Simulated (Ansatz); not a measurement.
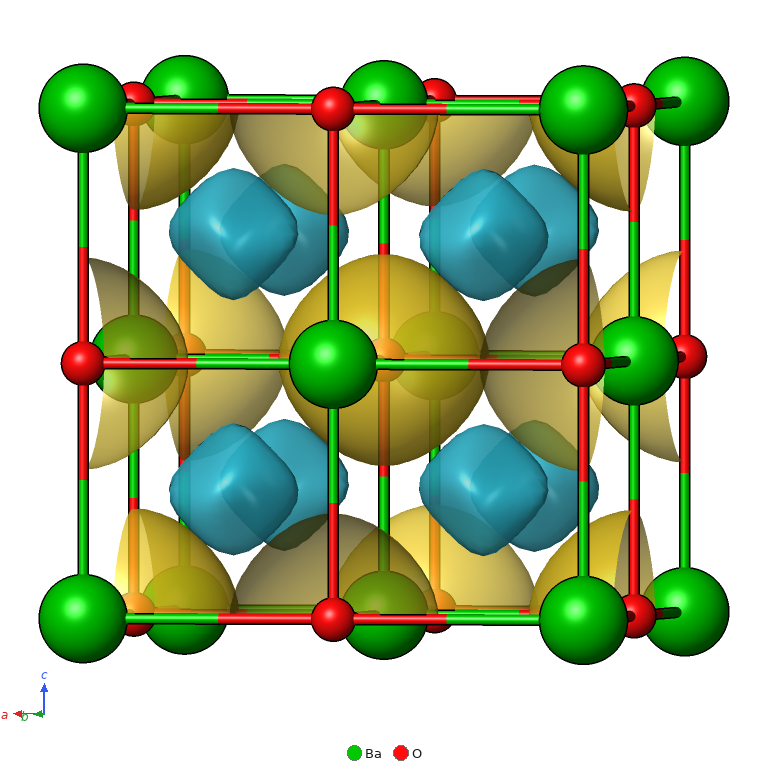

*BaO. Bonding charge density, ρ(crystal) − Σ ρ(neutral atoms): yellow surfaces at +0.04 and cyan ones at −0.04 e/Å³, in the conventional cell seen at an oblique angle (the regions close to the nuclei are left out). Cores are masked to 1.0 Å (Ba) and 0.6 Å (O).*

Space group Fm-3m; the calculation finds a residual pressure of about 3 GPa at this fixed cell.

Theory: DFT PBE, scalar-relativistic, plane waves, PAW (Ansatz).

Core electrons are frozen (PAW), so the fields are smoothed inside the atomic spheres.

> Read the map: where is density gained and where lost?

Ba–O (2.75 Å): Δρ is +0.013 e/Å³ at the midpoint, so little or no bond charge builds up halfway.
- Over the whole cell, outside the masked cores, the largest gain lies at the edge of the masked core of O, and the largest loss, 0.05 e/Å³, lies 2.3 Å from a barium nucleus and 2.3 Å from an oxygen one.
- The rearranged charge, half the integral of |Δρ|, is about 0.29 e an atom.
- Bader charges: Ba +1.43 and O −1.43 e.

> Does the calculation give a gap?

It is gapped, with a Kohn–Sham gap of 2.0 eV on the k-point mesh.

Run time: 13 s on 1 thread of Arm Neoverse N1, with other jobs on the host, peak memory 0.31 GiB.
